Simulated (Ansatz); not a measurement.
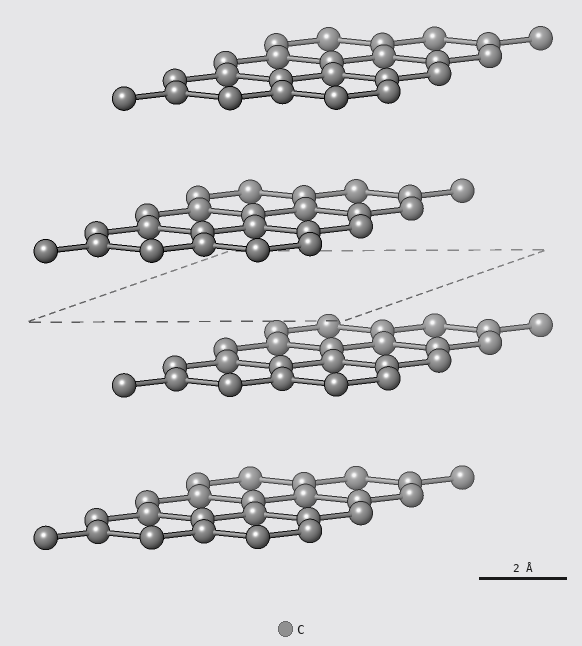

A crystal of C (Fmmm): the crystal is pulled apart rigidly along the normal of the (0 0 1) plane of the conventional cell, at a cut between a plane of C below and one of C above, 3.37 Å apart. One cut stands in each cell, which starts 13.5 Å high; nothing is relaxed, and the dashed outline marks the cut. The picture shows the perfect crystal around the cut (dashed). The picture is a ball-and-stick view of the layers on both sides of the cut, seen from the side, nearly along the cut plane.

These are results of DFT LDA, scalar-relativistic, plane waves, PAW in Ansatz 0.2.0, not measurements. Settings: plane-wave cutoff 420 eV; k-point mesh 22 × 22 × 4; occupations gaussian; smearing width 0.15 eV; no spin polarisation. Energies (free energies at the smearing named) are counted from the relaxed crystal.

```xyz
8
Lattice="-1.2228 2.1167 0.0000 -1.2228 -2.1167 0.0000 0.0000 0.0000 13.4706" Properties=species:S:1:pos:R:3 pbc="T T T"
C    -1.2228    1.7641    5.0516
C    -1.2228    1.7641   11.7869
C    -1.2228   -0.3527    1.6838
C    -1.2228   -0.3527    8.4191
C    -1.2228   -1.7641    1.6838
C    -1.2228   -1.7641    8.4191
C    -1.2228    0.3527    5.0516
C    -1.2228    0.3527   11.7869
```

> Give the energy at each point (the opening: −0.30, −0.15, 0.00, 0.25, 0.50, 0.75, 1.00, 1.50, 2.00, 3.00, 4.50, 6.00 Å).

```
opening (Å)  ΔE per area (J/m²)
      −0.30               0.057
      −0.15               0.011
       0.00               0.000
       0.25               0.018
       0.50               0.049
       0.75               0.078
       1.00               0.100
       1.50               0.124
       2.00               0.134
       3.00               0.139
       4.50               0.139
       6.00               0.139
```

Points that are alike by symmetry were computed once.

At the widest opening, 6.00 Å, the energy has risen by 0.139 J/m², where the curve has levelled off: this is the ideal work of separation, the sum of the two unrelaxed surface energies of a slab 13.5 Å thick. The steepest rise lies between 0.25 Å and 0.50 Å, with a mean traction of about 1.3 GPa. Pressing the cut together by 0.30 Å costs 0.057 J/m².

The computed profile (hollow markers are points alike by symmetry):

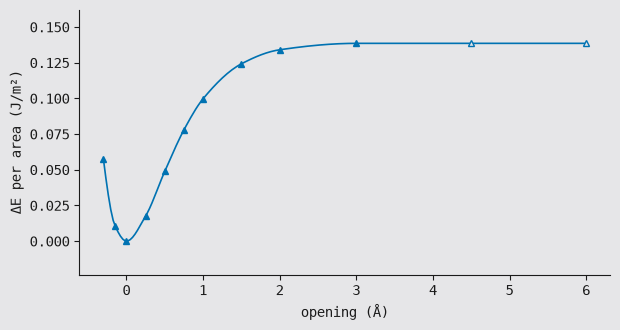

Limits of the set-up: layers or molecules are held without a dispersion correction, so their spacing is unreliable.
